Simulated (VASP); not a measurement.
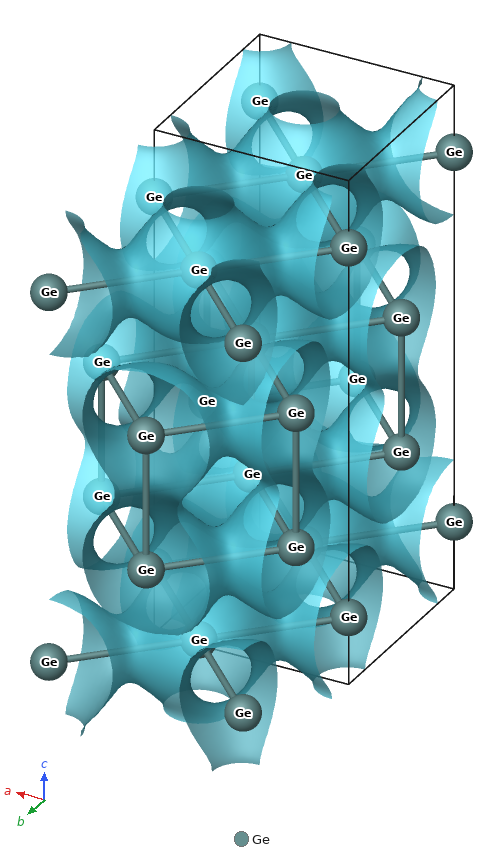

Figure 1: Ge. Isosurface of the valence pseudo-density at 0.2 e/Å³ (cyan), seen at an oblique angle. Sticks mark near contacts.

Space group Fmmm.

All numbers below come from Kohn-Sham DFT of a periodic cell, PBE with D3(BJ), VASP PAW PBE potentials, recommended (VASP 6.6.1).

The density is the valence pseudo-density of a PAW calculation; it isn't the true density close to the nuclei.

Input

```
SYSTEM = Ge
PREC = Accurate ; ENCUT = 520
EDIFF = 1E-7 ; ISMEAR = 0
SIGMA = 0.1 ; LREAL = .FALSE.
LASPH = .TRUE. ; NELM = 100
ALGO = Fast ; ISIF = 2
LWAVE = .FALSE. ; LCHARG = .TRUE.
GGA = PE ; IVDW = 12
LELF = .TRUE. ; LVHAR = .TRUE.
NBANDS = 36
```

Command:

```sh
cat potpaw_PBE.64/Ge_d/POTCAR > POTCAR
mpirun -np 1 vasp_std > vasp.out
```

Below, planes, directions and counts refer to the conventional cell (a = 3.87 Å, b = 3.90 Å, c = 10.11 Å, α = 90.00°, β = 90.00°, γ = 90.00°).

**How is the density connected at this value?**

At this value the density is joined into sheets; it holds about 90 % of the electrons treated as valence. It bridges the sampled Ge–Ge (2.69 Å) and Ge–Ge (2.75 Å) contacts, where the density stays above the isovalue. On the grid the lowest density along these lines, outside the cores, is 0.3 e/Å³ (Ge–Ge, 2.69 Å) and 0.29 e/Å³ (Ge–Ge, 2.75 Å).
